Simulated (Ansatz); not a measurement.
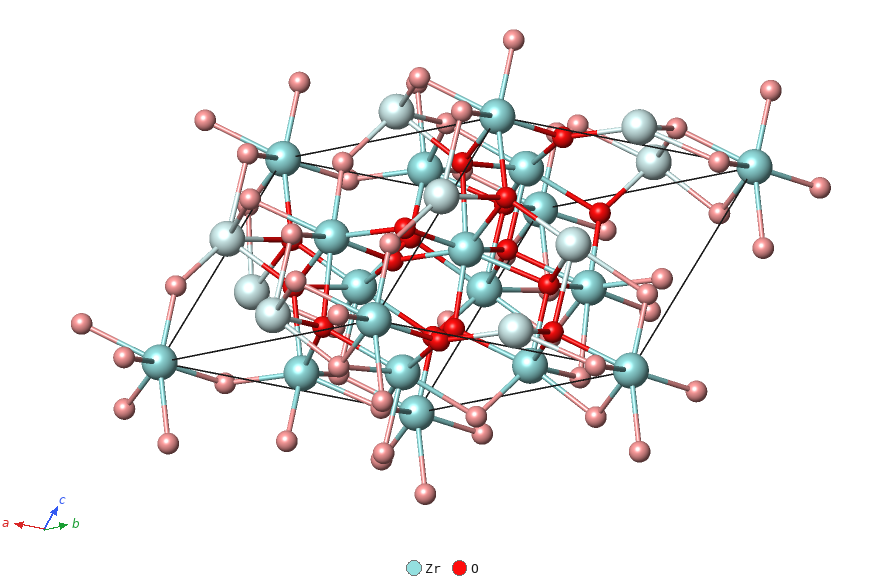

The crystal in a ball-and-stick representation, seen from a general direction. The wireframe shows the simulation cell. Outside the box, the atoms bonded to those within are drawn, in fainter colours. Cell: a = 6.728 Å, b = 7.311 Å, c = 7.311 Å, α = 90.92°, β = 116.26°, γ = 116.26°.

Caption:

- Chemical formula Zr8O15.
- No symmetry beyond translations is left (P1).
- One cell contains 8 Zr, 15 O, 23 atoms in all.
- The bonds build a three-dimensional framework.

The structure comes from a structure listed in the Materials Project, repeated into a supercell with a point defect put in. The atoms were relaxed in a fixed cell with DFT PBEsol, scalar-relativistic, plane waves, PAW in Ansatz 0.2.0.
